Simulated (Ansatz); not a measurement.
## A series of single points on Mg

System: Mg (Fm-3m, 1 atom in the cell).
Method: DFT, LDA, PAW with Ansatz's default frozen-core files, scalar-relativistic, no spin polarisation (Ansatz 0.2.0).

The 6 runs differ only in the geometry, by an even scaling of the cell at fixed fractional positions. The structure derives from a Materials Project entry.

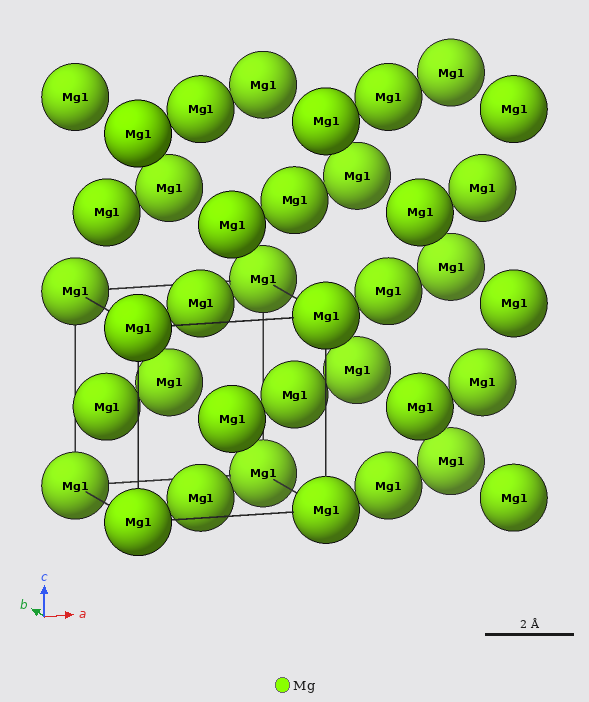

Figure 1. The structure of run 4 (spheres-only view of the cell 4 times as large as that of the calculation, set on its symmetry axes, repeated 2 × 1 × 2, seen slightly off an axis; atoms are numbered from 1 in the order of the input).

## Input of run 4
```yaml
crystal:
  lattice:
    - [0.0, 2.2517120548, 2.2517120548]
    - [2.2517120548, 0.0, 2.2517120548]
    - [2.2517120548, 2.2517120548, 0.0]
  atoms:
    - { symbol: Mg, position: [0.0, 0.0, 0.0] }
kpoints:
  mp_grid: { grid: [16, 16, 16] }
scf:
  occupations: { method: fermi_dirac, width: 0.03 }
hamiltonian:
  xc: lda
  pseudopotentials: { kind: paw }
output:
  forces: true
  stress: true
  eigenvalues: true
  efg: { contact_densities: true }
```

Command:
```bash
ansatz run input.yaml --threads 1 --pin off --max-ram 3072MiB --backend cpu --events-out ev --progress --plain --runs-dir out
```

Lattice vectors (Å) and fractional positions of run 4:
```
   0.000000    2.251712    2.251712
   2.251712    0.000000    2.251712
   2.251712    2.251712    0.000000
Mg  0.000000  0.000000  0.000000
```

Run 2 differs from it as follows:
```diff
-    - [0.0, 2.2517120548, 2.2517120548]
-    - [2.2517120548, 0.0, 2.2517120548]
-    - [2.2517120548, 2.2517120548, 0.0]
+    - [0.0, 2.1988317276, 2.1988317276]
+    - [2.1988317276, 0.0, 2.1988317276]
+    - [2.1988317276, 2.1988317276, 0.0]
```

## Results, with one run withheld

| run | volume per atom (Å³) | free energy per atom, from the lowest run given (meV) | pressure (GPa) |
| --- | --- | --- | --- |
| 1 | 21.251 | 0.90 | 1.01 |
| 2 | 21.262 | ? | ? |
| 3 | 22.155 | 0.00 | −0.64 |
| 4 | 22.833 | 4.94 | −1.67 |
| 5 | 23.059 | 7.51 | −1.98 |
| 6 | 23.964 | 21.88 | −3.07 |

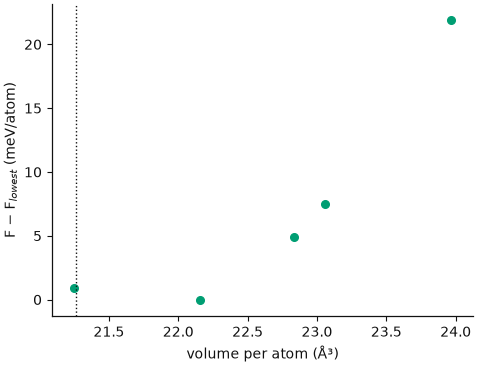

Figure 2. Free energy per atom of the runs given; the dotted line marks run 2.

Estimate the energy of run 2 from the others.

A cubic polynomial in V^(−2/3) (the Birch–Murnaghan form), fitted to the 5 runs given, misses them by under 0.01 meV per atom. With x = V^(−2/3) − 0.12502 Å⁻², it reads F = 2.9379 − 2312.4 x + 3.6246e+05 x² + 27785 x³ (meV per atom). At run 2 it gives 0.83 meV per atom, and the run itself gives 0.83. The slope of the fit gives a pressure −dF/dV of 0.99 GPa there, and the run prints 0.99 GPa. The fit has its minimum at 21.783 Å³ per atom, where V d²F/dV² gives 39 GPa: the bulk modulus at this level, since symmetry fixes the shape and the positions.

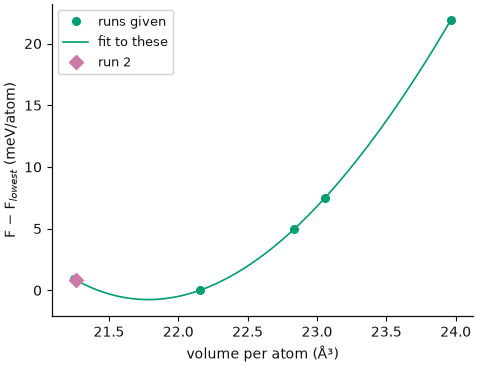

Figure 3. The fit and the withheld run.

## Output, shortened to warnings, some set-up lines, iterations and results (run 2)
```
Basis set: ecut = 420 eV, 411 PW (Γ)
Symmetry: 48 space group operations
k-points: 145 of 4096
Initial density: superposition of atomic densities (neutral atoms: chi_scale 0, normalization atom), corrected by the library's trained network
[...]
SCF iter   1: F=—  HF=-1901.590785 eV  |F-HF|=—  |Δ(HF+E_count)|=         —  Δρ=6.67e-3  dr2=3.11e-3  ethr=1.77e-3  ⟨swp⟩=6.0  Hψ=9645  notcnv=0
SCF iter   2: F=—  HF=-1901.587017 eV  |F-HF|=—  |Δ(HF+E_count)|=   3.77e-3  Δρ=1.84e-3  dr2=3.02e-4  ethr=3.11e-5  ⟨swp⟩=2.0  Hψ=3771  notcnv=0  defer=2
SCF iter   3: F=—  HF=-1901.586836 eV  |F-HF|=—  |Δ(HF+E_count)|=   1.81e-4  Δρ=2.76e-4  dr2=1.69e-5  ethr=3.02e-6  ⟨swp⟩=2.0  Hψ=1883  notcnv=0  defer=2
SCF iter   4: F=—  HF=-1901.586836 eV  |F-HF|=—  |Δ(HF+E_count)|=   4.10e-8  Δρ=2.29e-5  dr2=8.76e-8  ethr=1.69e-7  ⟨swp⟩=1.3  Hψ=1349  notcnv=0  defer=2
SCF iter   5: F=-1901.586836 eV  HF=-1901.586836 eV  |F-HF|=3.72e-10  |Δ(HF+E_count)|=   9.17e-8  Δρ=4.41e-6  dr2=3.70e-9  ethr=8.76e-10  ⟨swp⟩=2.0  Hψ=2037  notcnv=0  defer=2
SCF iter   6: F=-1901.586836 eV  HF=-1901.586836 eV  |F-HF|=3.27e-11  |Δ(HF+E_count)|=  6.50e-10  Δρ=4.17e-7  dr2=4.24e-11  ethr=3.70e-11  ⟨swp⟩=2.0  Hψ=3397  notcnv=0
SCF 1 converged in 6 iterations: F = -1901.586836 eV  dr2 = 4.24e-11
SCF converged after 6 iterations
Free energy (F): -1901.586836 eV
Harris-Foulkes:  -1901.586836 eV  (|F-HF|=3.27e-11)
Internal energy: -1901.584907 eV  (E = F + TS)
E sigma→0 (E₀):  -1901.585872 eV
Entropy (-TS):   -0.001929 eV (-1.929 meV/atom)
Fermi energy:    6.076484 eV
--- Per-component energies (eV) ---
  E_band       = -351.038376
  E_kinetic    = 75.713788
  E_local      = -1589.756610  (includes V_loc(G=0)·N_el)
  E_nonlocal   = 96.676268
  E_hartree    = 566.009299
  E_xc         = -28.495156
  E_vxc        = -37.045953  (∫ρ·V_xc dr)
  E_paw        = -271.252680  (= ΣΔE_a)
  E_vpaw       = -28.644710  (= ΣTr[D̂ρ^β])
  E_aug_tail   = -0.000000  (compensation charges beyond the density's cutoff)
  E_ewald      = -750.630296
  E_core_change = 0.150479  (= ΣΔE_core)
  E_smearing   = -0.001929  (= −TS)
  E_closure    = -0.000000  (closes the sum)
  Σ components = -1901.586836   (vs F -1901.586836, Δ=0.00e0)
--- Forces (eV/Å), atoms counted from 1 ---
  atom   1  Mg     0.00000000     0.00000000     0.00000000
  max |Σ_I F_I| component: 6.78e-32 eV/Å
--- Stress (GPa, compression-positive) ---
        0.988387      -0.000000       0.000000
       -0.000000       0.988387      -0.000000
        0.000000      -0.000000       0.988387
  P = ⅓ Tr σ = 0.9884 GPa (9.884 kbar)
--- PAW observables at the nuclei: V_zz in 10²¹ V/m², potentials from the cell's mean, atoms counted from 1 ---
  atom   1  Mg V_zz =    +0.000000   η = 0.0000   by run symmetry: forbidden
            electrostatic potential = -1098.640828 V   contact ρ = 7718.547096 e/Å³
```
